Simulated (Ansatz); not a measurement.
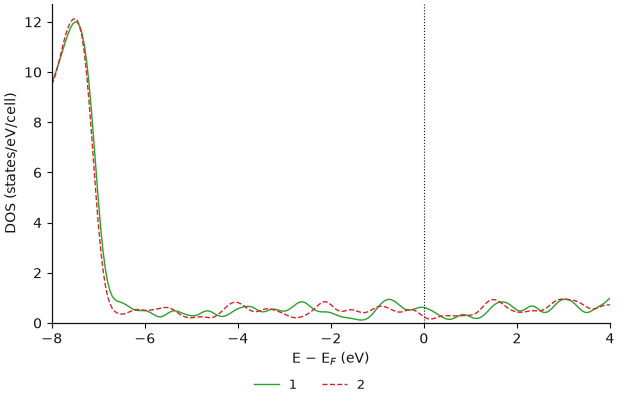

Densities of states of two runs on Zn, space group P6_3/mmc, 2 atoms in the cell, each from its own Fermi level, built from the levels of each run's k mesh with Gaussians 0.4 eV wide, which blur the band edges.

Base run: DFT with PBE, PAW plane waves, no spin polarisation, 8×8×4 k mesh, 420 eV cutoff, Fermi-Dirac smearing of 0.13 eV (Ansatz).

The second run changes scf.mixing.preconditioner from the default to kerker, scf.algorithm from the default to density_mixing and kpoints.mp_grid.grid from [8, 8, 4] to [10, 10, 5].

Question: Which curve is the changed run?

Answer: Curve 2. Both runs have no gap on their mesh. The finer mesh has more levels, so its curve is smoother. The free energy falls by 28 meV an atom.

On the base run: The structure was built from a prototype or by substitution, so it need not be a known phase.
